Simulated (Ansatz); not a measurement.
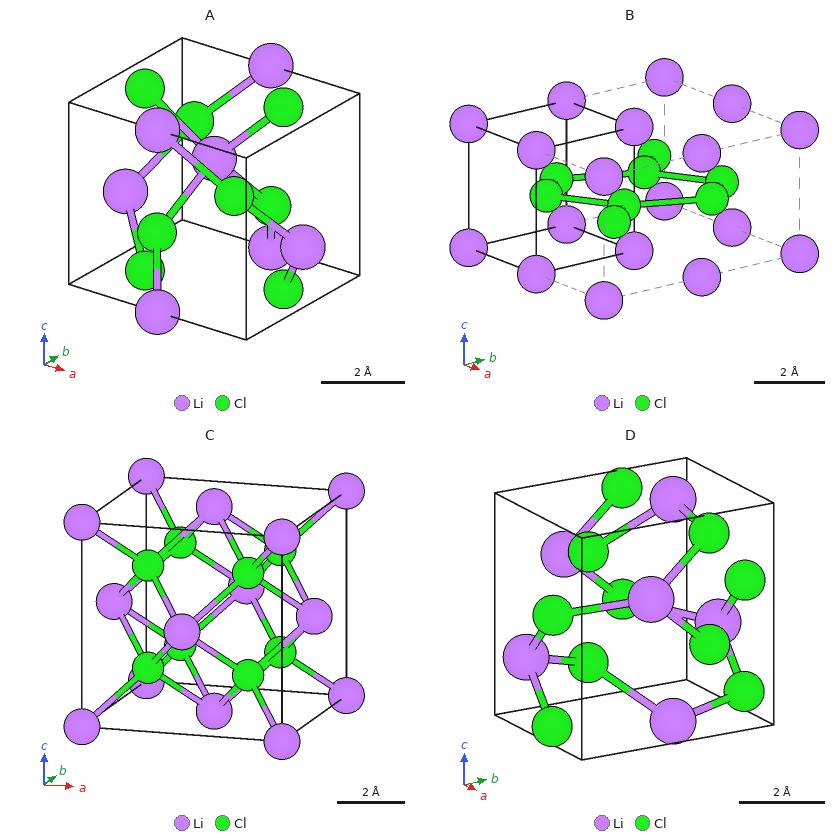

Four structures of LiCl2, each relaxed to rest (conventional cells in solid outline, small ones repeated, each panel with its own scale). Method: Ansatz 0.2.0, DFT PBE, scalar-relativistic, plane waves, PAW, without spin polarisation.

**What are the structures shown?**

A: 9 atoms a cell on a primitive hexagonal lattice, P6_422; B: AlB₂ type, P6/mmm; C: fluorite (CaF₂ type), Fm-3m; D: 9 atoms a cell on a primitive hexagonal lattice, P3_121.

**Rank them by energy, lowest first.**

D, then A (+166 meV/atom), C (+229 meV/atom) and B (+519 meV/atom), energies at zero smearing.

**Collect the results in a table.**

| panel | structure | E − E(lowest) (meV/atom) | volume (Å³/atom) | gap (eV) |
| --- | --- | --- | --- | --- |
| D | P3_121 | 0 | 23.3 | metal |
| A | P6_422 | 166 | 22.3 | metal |
| C | Fm-3m | 229 | 20.9 | metal |
| B | P6/mmm | 519 | 23.8 | metal |

Some of these may be structure types tried for this composition rather than known phases, and the most stable form need not be among them. Gaps are taken on the k-mesh or band path of each run.
